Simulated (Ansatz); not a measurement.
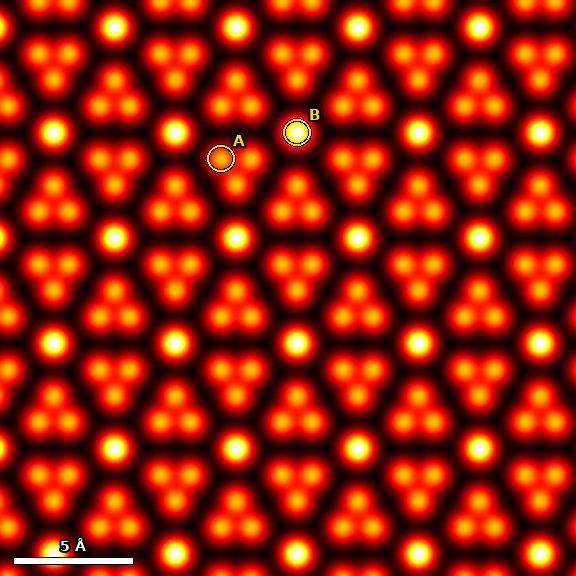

Z-contrast image of Bi (Pm-3n, No. 223) along [111]. The image is simulated as a sum over atoms of Z^1.8, blurred by a 0.88 Å probe (no channelling). The probe carries 25 % of its weight in a tail 2.5 times as wide. The display is stretched by a gamma of 0.65; percentages refer to the linear signal. Structure: the end point of a relaxation with Ansatz, DFT PBEsol, scalar-relativistic, plane waves, PAW; the starting structure was generated, so it need not be a known form of this composition.

Space group Pm-3n (No. 223). a = 6.270 Å, b = 6.270 Å, c = 6.270 Å, α = 90.00°, β = 90.00°, γ = 90.00°
| atom | site | symmetry | x | y | z |
| --- | --- | --- | --- | --- | --- |
| Bi | 2a | m-3. | 0.5000 | 0.5000 | 0.5000 |
| Bi | 6c | -4m.2 | 0.2500 | 0.0000 | 0.5000 |

**Which atoms make up the marked columns?**

A: Bi (1 Bi per 10.86 Å along the beam; about 50 % of the brightest peak). B: Bi (2 Bi per 10.86 Å along the beam; the brightest kind). Brightness is counted from the darkest point of the image.
